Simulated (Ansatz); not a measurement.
This input was run:

```
crystal:
  lattice:
    - [0.0, 2.5991552487, 2.5991552487]
    - [2.5991552487, 0.0, 2.5991552487]
    - [2.5991552487, 2.5991552487, 0.0]
  atoms:
    - { symbol: Ca, position: [0.0, 0.0, 0.0] }
    - { symbol: O, position: [0.25, 0.25, 0.25] }
kpoints:
  mp_grid: { grid: [10, 10, 10] }
  band_path:
    path:
      - [0.0, 0.0, 0.0]
      - [-0.5, -0.5, 0.0]
      - [-0.375, -0.375, 0.25]
      - [-0.375, 0.0, 0.375]
      - [0.0, 0.0, 0.5]
      - [-0.5, -0.25, 0.25]
    npoints: 1
hamiltonian:
  xc: r2scan
  dispersion: rvv10
scf:
  occupations: { method: fermi_dirac, width: 0.03 }
  n_extra_bands: 4
output:
  forces: true
  stress: true
  eigenvalues: true
  write_density: true
  write_potential: true
  elf: true
  volumetric_format: npy
```

Command:
```bash
ansatz run input.yaml --threads 2 --pin off --max-ram 29491MiB --backend cpu --events-out ev --progress --plain --runs-dir out
```

What will the density of states look like?

There is a gap; over the k points computed it is 3.70 eV (indirect; the smallest direct gap is 4.33 eV). The upper group of valence states starts about 1.4 eV under the valence-band top (which lies at −1.9 eV on this axis), with a gap beneath it; it holds about 6 electrons a cell. Within the window shown, the tallest peak of the filled states lies 0.4 eV under the valence-band top, at about 7.4 states per eV and cell.

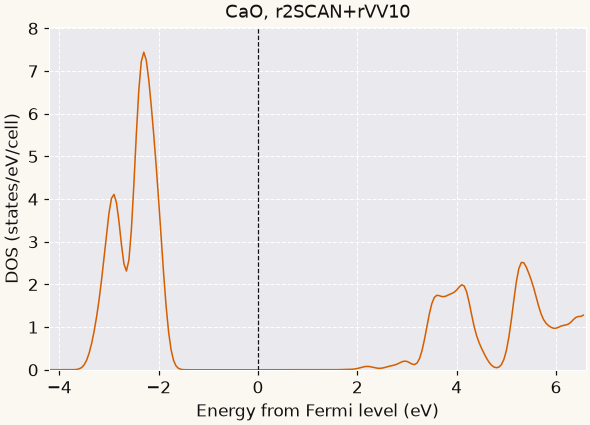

Density of states. Energies are counted from the Fermi level. The curve is built from the levels of the k mesh with Gaussians 0.3 eV wide, which also blur the band edges.
